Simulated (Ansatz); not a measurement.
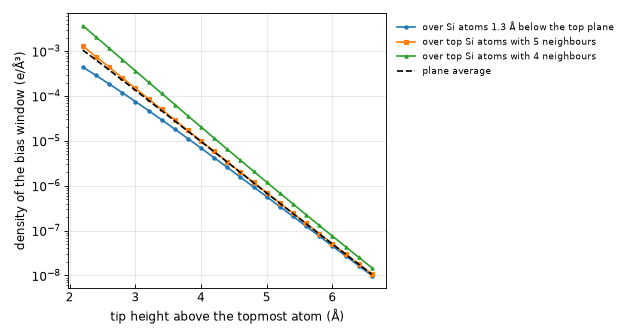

Approach curves over TiSi2(111) (Fddd bulk, 10 atomic planes (those closer than 0.6 Å count as one), 11 Å, Si-terminated, slab composition Si7Ti3) at a sample bias of −1.00 V.

Tersoff–Hamann simulation (s-wave tip); biases are sample biases. Bias windows are sharp sums over the levels of the k mesh.

The calculation used DFT LDA, scalar-relativistic, plane waves, PAW in Ansatz. Cutoff 420 eV, 13 × 13 k-points, Gaussian smearing 0.1 eV, dipole correction. The slab is a cut without reconstruction beyond its cell, at the source's lattice constants, with its lower half held fixed and the rest relaxed. No spin polarisation. The run warns that the functional's potential is rough in the thin density of the vacuum, where the tip is; weak contrasts and barriers may feel it.

Q: How fast does the current decay, and what apparent barrier height does that imply?

A: Near 4 Å the plane average falls as exp(−2.65 z/Å), a factor of 14 per ångström, which gives an apparent barrier of 6.7 eV (0.952 eV Å² times the slope squared). The vacuum level lies 5.11 eV above zero bias. The apparent barrier is above 5.11 eV. At 4 Å the 0.25 eV of states nearest the highest filled state carry 21 % of the density. The value exceeds even the 6.11 eV between the vacuum level and the deepest states of the window, so their depth alone doesn't explain it. States away from the zone centre decay faster, since their momentum along the surface adds to the barrier, and that may account for the rest.
